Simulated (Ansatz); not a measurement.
**Energy of CuO along an even scaling of the cell**

System: CuO (C2/c, 4 atoms in the cell).
Method: Kohn-Sham DFT of a periodic cell, revPBE with D3(BJ), Ansatz PAW, no spin polarisation (Ansatz 0.2.0).

The 5 runs differ only in the geometry, by an even scaling of the cell at fixed fractional positions. The structure derives from an entry of the Crystallography Open Database.

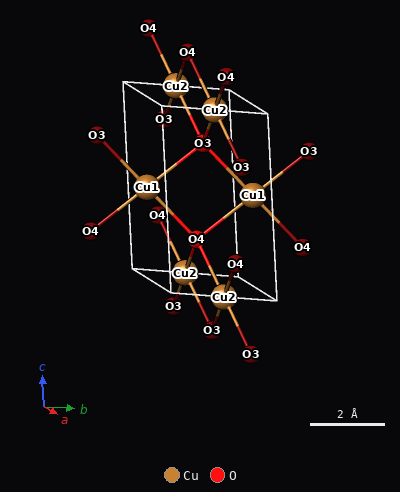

Figure 1. The structure of run 3 (ball-and-stick view of the cell of the calculation, seen slightly off an axis; neighbours outside the cell are drawn fainter; atoms are numbered from 1 in the order of the input).

**Input of run 3**
```yaml
crystal:
  lattice:
    - [2.3573593924, -1.7226334429, 0.0]
    - [2.3573593924, 1.7226334429, 0.0]
    - [-0.8556569116, 0.0, 5.0913661947]
  atoms:
    - { symbol: Cu, position: [0.5, 0.0, 0.5] }
    - { symbol: Cu, position: [0.0, 0.5, 0.0] }
    - { symbol: O, position: [0.4184, 0.5816, 0.75] }
    - { symbol: O, position: [0.5816, 0.4184, 0.25] }
hamiltonian:
  xc: revpbe
  pseudopotentials: { kind: paw }
  dispersion: d3bj
kpoints:
  mp_grid: { grid: [10, 10, 5] }
scf:
  occupations: { method: fermi_dirac, width: 0.05 }
output:
  forces: true
  stress: true
  eigenvalues: true
  write_density: true
  write_potential: true
  elf: true
  volumetric_format: npy
```

Command:
```bash
ansatz run input.yaml --threads 2 --pin off --max-ram 5120MiB --backend cpu --events-out ev --progress --plain --runs-dir out
```

Run 4 differs from it as follows:
```diff
-    - [2.3573593924, -1.7226334429, 0.0]
-    - [2.3573593924, 1.7226334429, 0.0]
-    - [-0.8556569116, 0.0, 5.0913661947]
+    - [2.3726673498, -1.7338196878, 0.0]
+    - [2.3726673498, 1.7338196878, 0.0]
+    - [-0.861213281, 0.0, 5.1244279405]
```

**Results, with one run withheld**

| run | volume per atom (Å³) | free energy per atom, from the lowest run given (meV) | pressure (GPa) |
| --- | --- | --- | --- |
| 1 | 9.932 | 3.42 | 4.58 |
| 2 | 10.135 | 0.00 | 0.90 |
| 3 | 10.338 | 0.99 | −2.40 |
| 4 | 10.540 | ? | ? |
| 5 | 10.743 | 14.35 | −7.96 |

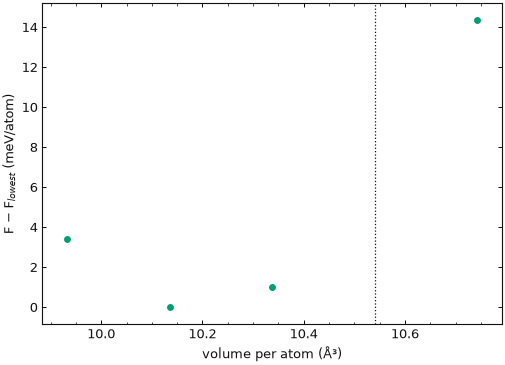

Figure 2. Free energy per atom of the runs given; the dotted line marks run 4.

Fit the runs given and predict run 4.

A quadratic polynomial in V^(−2/3) (the Birch–Murnaghan form), fitted to the 4 runs given, misses them by at most 0.01 meV per atom. With x = V^(−2/3) − 0.21152 Å⁻², it reads F = 0.27837 − 665.88 x + 2.6608e+05 x² (meV per atom). At run 4 it gives 5.87 meV per atom, and the run itself gives 5.92. The slope of the fit gives a pressure −dF/dV of −5.33 GPa there, and the run prints −5.33 GPa. The fit has its minimum at 10.189 Å³ per atom, where V d²F/dV² gives 168 GPa. Cell shape and fractional positions are held, so this is the stiffness under even scaling; the relaxed bulk modulus wasn't computed.

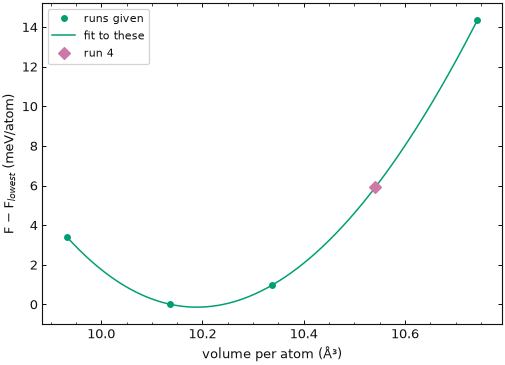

Figure 3. The fit and the withheld run.

**Output, shortened to warnings, some set-up lines, iterations and results (run 4)**
```
Basis set: ecut = 420 eV, 833 PW (Γ), exchange–correlation on 40×40×72 points (8 copies of the dense FFT grid, shifted against one another)
Symmetry: 4 space group operations
k-points: 141 of 500
Initial density: superposition of atomic densities (neutral atoms: chi_scale 0, normalization atom), corrected by the library's trained network
[...]
SCF iter   1: F=—  HF=-14394.418742 eV  |F-HF|=—  |Δ(HF+E_count)|=         —  Δρ=7.44e-3  dr2=1.01e-2  ethr=1.77e-3  ⟨swp⟩=5.8  Hψ=14899  notcnv=0
SCF iter   2: F=—  HF=-14394.416666 eV  |F-HF|=—  |Δ(HF+E_count)|=   2.08e-3  Δρ=2.63e-3  dr2=1.42e-3  ethr=2.02e-5  ⟨swp⟩=2.0  Hψ=7969  notcnv=0
SCF iter   3: F=—  HF=-14394.416486 eV  |F-HF|=—  |Δ(HF+E_count)|=   1.79e-4  Δρ=1.32e-3  dr2=5.55e-4  ethr=2.83e-6  ⟨swp⟩=1.6  Hψ=5614  notcnv=0
SCF iter   4: F=—  HF=-14394.416401 eV  |F-HF|=—  |Δ(HF+E_count)|=   8.58e-5  Δρ=3.62e-4  dr2=6.45e-5  ethr=1.11e-6  ⟨swp⟩=2.2  Hψ=6645  notcnv=0
SCF iter   5: F=—  HF=-14394.416441 eV  |F-HF|=—  |Δ(HF+E_count)|=   3.98e-5  Δρ=1.29e-4  dr2=6.19e-6  ethr=1.29e-7  ⟨swp⟩=2.2  Hψ=6479  notcnv=0
SCF iter   6: F=—  HF=-14394.416444 eV  |F-HF|=—  |Δ(HF+E_count)|=   3.20e-6  Δρ=2.58e-5  dr2=2.26e-7  ethr=1.24e-8  ⟨swp⟩=2.0  Hψ=6422  notcnv=0
SCF iter   7: F=-14394.416444 eV  HF=-14394.416444 eV  |F-HF|=2.87e-8  |Δ(HF+E_count)|=   3.37e-7  Δρ=1.44e-5  dr2=7.86e-8  ethr=2.00e-10  ⟨swp⟩=8.3  Hψ=27867  notcnv=0
SCF 1 converged in 7 iterations: F = -14394.416444 eV  dr2 = 7.86e-8
SCF converged after 7 iterations
Free energy (F): -14394.416444 eV
Harris-Foulkes:  -14394.416444 eV  (|F-HF|=2.87e-8)
Internal energy: -14394.396588 eV  (E = F + TS)
E sigma→0 (E₀):  -14394.406516 eV
Entropy (-TS):   -0.019856 eV (-4.964 meV/atom)
Fermi energy:    11.605953 eV
--- Per-component energies (eV) ---
  E_band       = -879.410144
  E_kinetic    = 941.290140
  E_local      = -9809.719300  (includes V_loc(G=0)·N_el)
  E_nonlocal   = 878.548477
  E_hartree    = 4248.438776
  E_xc         = -323.639834
  E_vxc        = -414.701739  (∫ρ·V_xc dr)
  E_paw        = -3650.623927  (= ΣΔE_a)
  E_vpaw       = -971.687883  (= ΣTr[D̂ρ^β])
  E_aug_tail   = 0.005579  (compensation charges beyond the density's cutoff)
  E_ewald      = -6676.469573
  E_disp       = -2.136072  (pairwise vdW)
  E_core_change = -0.090853  (= ΣΔE_core)
  E_smearing   = -0.019856  (= −TS)
  E_closure    = -0.000000  (closes the sum)
  Σ components = -14394.416444   (vs F -14394.416444, Δ=0.00e0)
--- Forces (eV/Å), atoms counted from 1 ---
  atom   1  Cu     0.00000000    -0.00000000     0.00000000
  atom   2  Cu     0.00000000     0.00000000     0.00000000
  atom   3  O      0.00000000    -0.32980123     0.00000000
  atom   4  O      0.00000000     0.32980123     0.00000000
  max |Σ_I F_I| component: 6.31e-30 eV/Å
--- Stress (GPa, compression-positive) ---
       -5.934184       0.000000      -0.638664
        0.000000      -3.203133       0.000000
       -0.638670       0.000000      -6.865035
  P = ⅓ Tr σ = -5.3341 GPa (-53.341 kbar)
```

Notes: Points of doubt noted for this run: forces on files of another functional. The run has no spin polarisation, so a magnetic state may lie lower.
